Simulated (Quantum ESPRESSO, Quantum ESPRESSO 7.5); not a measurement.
# GaAs (zinc blende type): gap and tunnelling decay against the lattice constant

How does squeezing or stretching GaAs (zinc blende type) change its quality as a tunnel barrier?

Method: plane-wave DFT, PBE, GBRV ultrasoft pseudopotentials, in Quantum ESPRESSO 7.5.

## 1. The starting structure

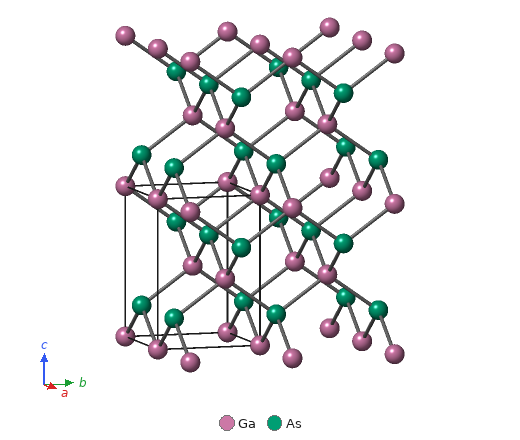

The cell as given, from the side, with the c axis up (gallium pink, arsenic teal). 2×2×2 cells are drawn. Some periodic images of atoms are drawn too.

## 2. Ground state, a = 5.405 Å

pwcond needs a cell whose third axis lies along the current and stands perpendicular to the other two.

The input, a0.scf.in:

```
&control
  prefix = 'a0.scf'
  outdir = './out'
  pseudo_dir = './pseudo'
  calculation = 'scf'
  tprnfor = .true.
/
&system
  ibrav = 0
  nat = 4
  ntyp = 2
  ecutwfc = 40
  ecutrho = 200
  occupations = 'fixed'
  nbnd = 28
/
&electrons
  conv_thr = 1e-09
  mixing_beta = 0.6
  electron_maxstep = 120
/
ATOMIC_SPECIES
  Ga  69.7230  ga_pbe_v1.4.uspp.F.UPF
  As  74.9216  as_pbe_v1.uspp.F.UPF
CELL_PARAMETERS angstrom
  3.82191215231329 0.00000000000000 0.00000000000000
  0.00000000000000 3.82191215231329 0.00000000000000
  0.00000000000000 0.00000000000000 5.40500000000000
ATOMIC_POSITIONS crystal
  Ga  0.000000000000 0.000000000000 0.000000000000
  As  0.500000000000 0.000000000000 0.250000000000
  Ga  0.500000000000 0.500000000000 0.500000000000
  As  0.000000000000 0.500000000000 0.750000000000
K_POINTS automatic
  6 6 6 0 0 0
```

Started as:

```
OMP_NUM_THREADS=1 mpirun -n 4 pw.x -nk 4 -in a0.scf.in > a0.scf.out
```

The program printed:

```text
Program PWSCF v.7.5 starts
[citation notice left out]

     Parallel version (MPI & OpenMP), running on       4 processor cores
     Number of MPI processes:                 4
     Threads/MPI process:                     1

     MPI processes distributed on     1 nodes
[...]
Current dimensions of program PWSCF are:
     Max number of different atomic species (ntypx) = 10
     Max number of k-points (npk) =  40000
     Max angular momentum in pseudopotentials (lmaxx) =  4
     Found identity + ( -0.5000 -0.5000 -0.5000) symmetry
     This is a supercell, fractional translations are disabled
     Message from routine setup:
     using ibrav=0 with symmetry is DISCOURAGED, use correct ibrav instead

     K-points division:     npool     =       4
     Subspace diagonalization in iterative solution of the eigenvalue problem:
     a serial algorithm will be used

     G-vector sticks info
     --------------------
     sticks:   dense  smooth     PW     G-vecs:    dense   smooth      PW
     Sum         829     665    197                25361    18249    3043

     Using Slab Decomposition

     bravais-lattice index     =            0
     lattice parameter (alat)  =       7.2224  a.u.
     unit-cell volume          =     532.7871 (a.u.)^3
     number of atoms/cell      =            4
     number of atomic types    =            2
     number of electrons       =        48.00
     number of Kohn-Sham states=           28
     kinetic-energy cutoff     =      40.0000  Ry
     charge density cutoff     =     200.0000  Ry
     scf convergence threshold =      1.0E-09
     mixing beta               =       0.6000
     number of iterations used =            8  plain     mixing
     Exchange-correlation= SLA  PW   PBE  PBE
                           (   1   4   3   4   0   0   0)

     celldm(1)=   7.222367  celldm(2)=   0.000000  celldm(3)=   0.000000
     celldm(4)=   0.000000  celldm(5)=   0.000000  celldm(6)=   0.000000

     crystal axes: (cart. coord. in units of alat)
               a(1) = (   1.000000   0.000000   0.000000 )
               a(2) = (   0.000000   1.000000   0.000000 )
               a(3) = (   0.000000   0.000000   1.414214 )

     reciprocal axes: (cart. coord. in units 2 pi/alat)
               b(1) = (  1.000000  0.000000  0.000000 )
               b(2) = (  0.000000  1.000000  0.000000 )
               b(3) = (  0.000000  0.000000  0.707107 )

     PseudoPot. # 1 for Ga read from file:
     ./pseudo/ga_pbe_v1.4.uspp.F.UPF
     Pseudo is Ultrasoft + core correction, Zval = 19.0
     Generated by new atomic code, or converted to UPF format
     Using radial grid of  871 points,  6 beta functions with:
                l(1) =   0
                l(2) =   0
                l(3) =   1
                l(4) =   1
                l(5) =   2
                l(6) =   2
     Q(r) pseudized with  8 coefficients,  rinner =    1.250   1.250   1.250
                                                       1.250   1.250

     PseudoPot. # 2 for As read from file:
     ./pseudo/as_pbe_v1.uspp.F.UPF
     Pseudo is Ultrasoft + core correction, Zval =  5.0
     Generated by new atomic code, or converted to UPF format
     Using radial grid of  875 points,  6 beta functions with:
                l(1) =   0
                l(2) =   0
                l(3) =   1
                l(4) =   1
                l(5) =   2
                l(6) =   2
     Q(r) pseudized with  8 coefficients,  rinner =    1.300   1.300   1.300
                                                       1.300   1.300

     atomic species   valence    mass     pseudopotential
     Ga               19.00    69.72300     Ga( 1.00)
     As                5.00    74.92160     As( 1.00)

      8 Sym. Ops. (no inversion) found

   Cartesian axes

     site n.     atom                  positions (alat units)
         1        Ga     tau(   1) = (   0.0000000   0.0000000   0.0000000  )
         2        As     tau(   2) = (   0.5000000   0.0000000   0.3535534  )
         3        Ga     tau(   3) = (   0.5000000   0.5000000   0.7071068  )
         4        As     tau(   4) = (   0.0000000   0.5000000   1.0606602  )

     number of k points=    40
                       cart. coord. in units 2pi/alat
        k(    1) = (   0.0000000   0.0000000   0.0000000), wk =   0.0092593
        k(    2) = (   0.0000000   0.0000000   0.1178511), wk =   0.0185185
        k(    3) = (   0.0000000   0.0000000   0.2357023), wk =   0.0185185
        k(    4) = (   0.0000000   0.0000000  -0.3535534), wk =   0.0092593
        k(    5) = (   0.0000000   0.1666667   0.0000000), wk =   0.0370370
        k(    6) = (   0.0000000   0.1666667   0.1178511), wk =   0.0740741
        k(    7) = (   0.0000000   0.1666667   0.2357023), wk =   0.0740741
        k(    8) = (   0.0000000   0.1666667  -0.3535534), wk =   0.0370370
        k(    9) = (   0.0000000   0.3333333   0.0000000), wk =   0.0370370
        k(   10) = (   0.0000000   0.3333333   0.1178511), wk =   0.0740741
[...]
k(   40) = (  -0.5000000  -0.5000000  -0.3535534), wk =   0.0092593

     Dense  grid:    25361 G-vectors     FFT dimensions: (  36,  36,  45)

     Smooth grid:    18249 G-vectors     FFT dimensions: (  30,  30,  45)

     Estimated max dynamical RAM per process >      49.32 MB

     Estimated total dynamical RAM >     178.71 MB

     Initial potential from superposition of free atoms

     starting charge      45.9995, renormalised to      48.0000
     Starting wfcs are   32 randomized atomic wfcs

     total cpu time spent up to now is        0.9 secs

     per-process dynamical memory:    40.3 Mb

     Self-consistent Calculation

     iteration #  1     ecut=    40.00 Ry     beta= 0.60
     Davidson diagonalization with overlap
     ethr =  1.00E-02,  avg # of iterations =  3.4

     total cpu time spent up to now is        2.1 secs

     total energy              =    -903.58649403 Ry
     estimated scf accuracy    <      13.14888312 Ry

     iteration #  2     ecut=    40.00 Ry     beta= 0.60
[...]
total energy              =    -910.52459624 Ry
     estimated scf accuracy    <       7.73936215 Ry

     iteration #  3     ecut=    40.00 Ry     beta= 0.60
[...]
total energy              =    -911.24277419 Ry
     estimated scf accuracy    <       0.57174570 Ry

     iteration #  4     ecut=    40.00 Ry     beta= 0.60
[...]
total energy              =    -911.25105400 Ry
     estimated scf accuracy    <       0.08528659 Ry

     iteration #  5     ecut=    40.00 Ry     beta= 0.60
[...]
total energy              =    -911.27239646 Ry
     estimated scf accuracy    <       0.00022013 Ry

     iteration #  6     ecut=    40.00 Ry     beta= 0.60
[...]
total energy              =    -911.27277707 Ry
     estimated scf accuracy    <       0.00011191 Ry

     iteration #  7     ecut=    40.00 Ry     beta= 0.60
[...]
total energy              =    -911.27275626 Ry
     estimated scf accuracy    <       0.00005166 Ry

     iteration #  8     ecut=    40.00 Ry     beta= 0.60
[...]
total energy              =    -911.27276879 Ry
     estimated scf accuracy    <       0.00000149 Ry

     iteration #  9     ecut=    40.00 Ry     beta= 0.60
[...]
total energy              =    -911.27276928 Ry
     estimated scf accuracy    <       0.00000058 Ry

     iteration # 10     ecut=    40.00 Ry     beta= 0.60
[...]
total energy              =    -911.27276942 Ry
     estimated scf accuracy    <          4.0E-09 Ry

     iteration # 11     ecut=    40.00 Ry     beta= 0.60
[...]
total energy              =    -911.27276943 Ry
     estimated scf accuracy    <          1.8E-09 Ry

     iteration # 12     ecut=    40.00 Ry     beta= 0.60
[...]
End of self-consistent calculation

          k = 0.0000 0.0000 0.0000 (  2277 PWs)   bands (ev):

   -85.4051 -85.4050 -85.4039 -85.4039 -85.4039 -85.4039  -6.0796  -5.9005
    -5.9005  -5.8998  -5.8274  -5.8210  -5.8210  -5.7808  -5.7796  -5.7591
    -4.6561  -1.4967   1.6270   5.9470   5.9470   9.1422   9.1431   9.1431
    10.3111  10.6711  10.7259  12.8907

          k = 0.0000 0.0000 0.1179 (  2285 PWs)   bands (ev):

   -85.4052 -85.4050 -85.4040 -85.4040 -85.4039 -85.4039  -6.0718  -5.9209
    -5.8955  -5.8955  -5.8267  -5.8267  -5.8239  -5.7831  -5.7783  -5.7605
    -4.5196  -1.9339   2.2135   6.0803   6.0803   8.0714   8.7221   8.7221
    10.3095  11.0044  11.7466  12.5063

          k = 0.0000 0.0000 0.2357 (  2272 PWs)   bands (ev):

   -85.4052 -85.4047 -85.4042 -85.4042 -85.4036 -85.4036  -6.0488  -5.9663
    -5.8816  -5.8816  -5.8418  -5.8418  -5.8144  -5.7906  -5.7745  -5.7642
    -4.1301  -2.7502   3.4684   6.4727   6.4727   6.5091   7.8979   7.8979
    10.5152  11.6785  11.7662  12.9452

          k = 0.0000 0.0000-0.3536 (  2236 PWs)   bands (ev):

   -85.4046 -85.4046 -85.4037 -85.4037 -85.4037 -85.4037  -6.0124  -6.0123
    -5.8619  -5.8619  -5.8619  -5.8619  -5.8021  -5.8021  -5.7693  -5.7693
    -3.5239  -3.5239   4.9486   4.9486   7.0979   7.0979   7.0979   7.0979
    10.9885  10.9885  12.7060  12.7060

          k = 0.0000 0.1667 0.0000 (  2283 PWs)   bands (ev):

   -85.4052 -85.4050 -85.4041 -85.4040 -85.4038 -85.4038  -6.0721  -5.9355
    -5.8949  -5.8908  -5.8368  -5.8261  -5.8133  -5.7818  -5.7799  -5.7641
    -4.3871  -1.4729   1.7341   4.9884   6.1710   7.1340   8.2858   9.0069
    10.6917  11.7778  12.3915  13.0818

          k = 0.0000 0.1667 0.1179 (  2288 PWs)   bands (ev):

   -85.4052 -85.4050 -85.4041 -85.4041 -85.4039 -85.4039  -6.0656  -5.9478
    -5.8910  -5.8905  -5.8403  -5.8318  -5.8117  -5.7813  -5.7801  -5.7644
    -4.2583  -1.8445   2.1614   5.2250   6.2969   6.3318   8.6735   8.6741
    10.8307  11.3462  12.5578  13.5369

[...]
highest occupied, lowest unoccupied level (ev):     9.1431   10.3095

!    total energy              =    -911.27276943 Ry
     estimated scf accuracy    <          1.9E-11 Ry

     The total energy is the sum of the following terms:
     one-electron contribution =    -786.15917120 Ry
     hartree contribution      =     411.90122284 Ry
     xc contribution           =    -160.64311628 Ry
     ewald contribution        =    -376.37170479 Ry

     convergence has been achieved in  12 iterations

     Forces acting on atoms (cartesian axes, Ry/au):

     atom    1 type  1   force =     0.00000000    0.00000000    0.00000000
     atom    2 type  2   force =     0.00000000    0.00000000   -0.00000144
     atom    3 type  1   force =     0.00000000    0.00000000    0.00000000
     atom    4 type  2   force =     0.00000000    0.00000000    0.00000144

     Total force =     0.000002     Total SCF correction =     0.000000
     SCF correction compared to forces is large: reduce conv_thr to get better values

[...]
=------------------------------------------------------------------------------=
   JOB DONE.
=------------------------------------------------------------------------------=
```

It took 17 s on 4 MPI ranks of Arm Neoverse V1, shared host; peak memory 0.34 GiB; 68 s of CPU time.

This step gave:

```
free energy                          : -12398.4977 eV
valence top, on the run's zero       : 9.143 eV
conduction bottom, on the run's zero : 10.31 eV
gap by band count                    : 1.166 eV
```

(Continued in part 2 of 4.)

[Logs are printed without paths, hosts, clocks, repeated set-up lines and the standing remarks that a program may print on its own settings, such as how far it seeks lower states.]

[Hosts, paths, dates, database ids (printed as entryN), source tags and the programs' standing remarks are cut or masked in the printed files.]

[Maps of the electrostatic potential energy from Ansatz leave out the sawtooth potential of an applied field or a dipole correction, so their vacuum need not be flat; planar profiles and work functions include it.]
